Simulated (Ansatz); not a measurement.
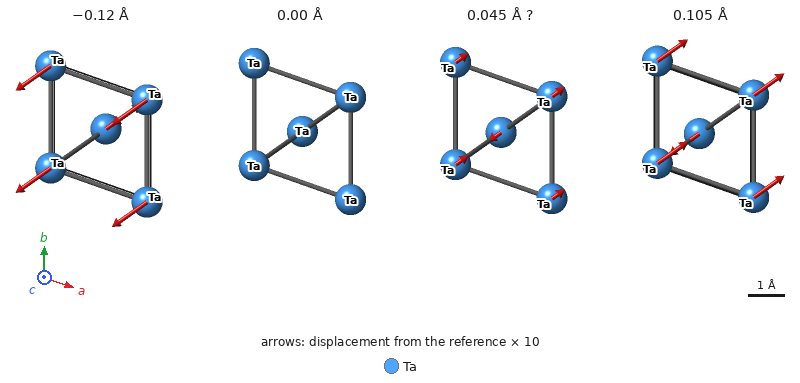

Energy scan for solid Ta (Im-3m), in which a normal mode of wave vector (0, 0, 1/2) of the primitive cell, folded into a doubled cell, is frozen in with the cell fixed, the amplitude being the largest displacement of an atom. A ball-and-stick model of the cell of the calculation, seen along the c axis. Red arrows: displacements from the reference.

The calculation used DFT PBEsol, scalar-relativistic, plane waves, PAW in Ansatz 0.2.0. (plane-wave cutoff 420 eV; k-point mesh 22 × 22 × 14; occupations gaussian; smearing width 0.15 eV; no spin polarisation). Energies (free energies at the smearing named) are counted from the relaxed crystal.

```csv
largest displacement (Å),E − E(ref) (meV/cell)
−0.120,189.2
−0.060,50.7
0.000,0.0
0.015,3.2
0.030,12.9
0.045,?
0.075,78.1
0.090,110.7
0.105,147.9
```

Fill in the missing row.

Answer. A straight line between the two neighbours gives 34.6 meV/cell. A cubic through the four nearest rows (0.015, 0.030, 0.075, 0.090) gives, with Lagrange weights, (−0.3000)(3.2) + (1.0000)(12.9) + (0.5000)(78.1) + (−0.2000)(110.7) = 28.8 meV/cell. The calculation gives 28.8 meV/cell, so the cubic is right to the digits shown and the straight line 5.8 meV/cell too high, as the curve bends upwards here.

The whole profile:

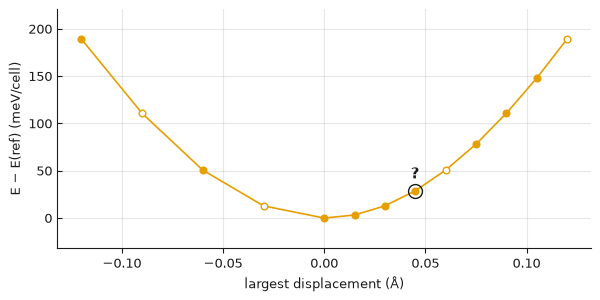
